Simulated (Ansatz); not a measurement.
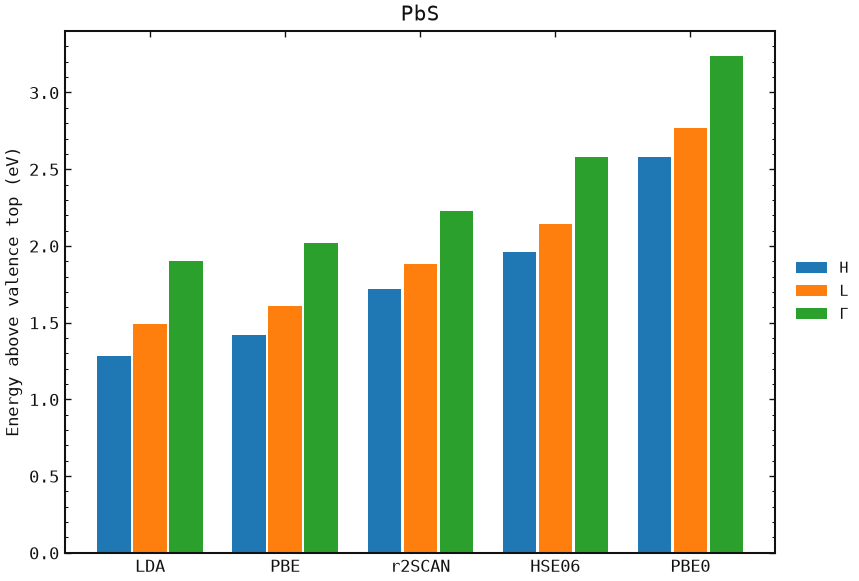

Lowest conduction level at each named k point, counted from the valence-band top at H, by several methods on one cell of PbS, space group P6_3/mmc (No. 194), 4 atoms in the cell, relaxed with r2SCAN; a = 4.997 Å, c = 5.997 Å (hexagonal axes). All runs are without spin-orbit coupling and carry no moments.

Does HSE06 shift these levels rigidly from PBE?

The shifts are +0.54 eV at H, +0.53 eV at L and +0.56 eV at Γ, and at points that aren't plotted +0.57 eV (A), +0.63 eV (M) and +0.63 eV (K): over the named points that both runs hold, a spread of 0.10 eV on a mean of 0.58 eV, so one shift describes them only roughly.

How do the methods rank at H?

From low to high: LDA 1.28, PBE 1.42, r2SCAN 1.72, HSE06 1.96, PBE0 2.58 eV.

Do the methods agree on which of these conduction levels is lowest?

Yes: all put it at H.

| method | program | H (eV) | L (eV) | Γ (eV) |
| --- | --- | --- | --- | --- |
| LDA | Ansatz | 1.28 | 1.49 | 1.90 |
| PBE | Ansatz | 1.42 | 1.61 | 2.02 |
| r2SCAN | Ansatz | 1.72 | 1.88 | 2.23 |
| HSE06 | Ansatz | 1.96 | 2.14 | 2.58 |
| PBE0 | Ansatz | 2.58 | 2.77 | 3.24 |

Settings. LDA: Ansatz PAW set, 6×6×4 k mesh, 420 eV cutoff, fixed occupations (Ansatz). PBE: Ansatz PAW set, 6×6×4 k mesh, 420 eV cutoff, Fermi-Dirac smearing of 0.02 eV (Ansatz 0.2.0). r2SCAN: Ansatz PAW set, 6×6×4 k mesh, 500 eV cutoff, fixed occupations (Ansatz). HSE06: Ansatz PAW set, 6×6×4 k mesh, 420 eV cutoff, fixed occupations (Ansatz). PBE0: Ansatz PAW set, 6×6×4 k mesh, 420 eV cutoff, fixed occupations (Ansatz 0.2.0).

These are five of the 6 methods that were run on this cell. Spin-orbit coupling is left out, which matters for Pb. The usual form of PbS is rocksalt. LDA, r2SCAN, HSE06 and PBE0: the PAW data sets were made with another functional.
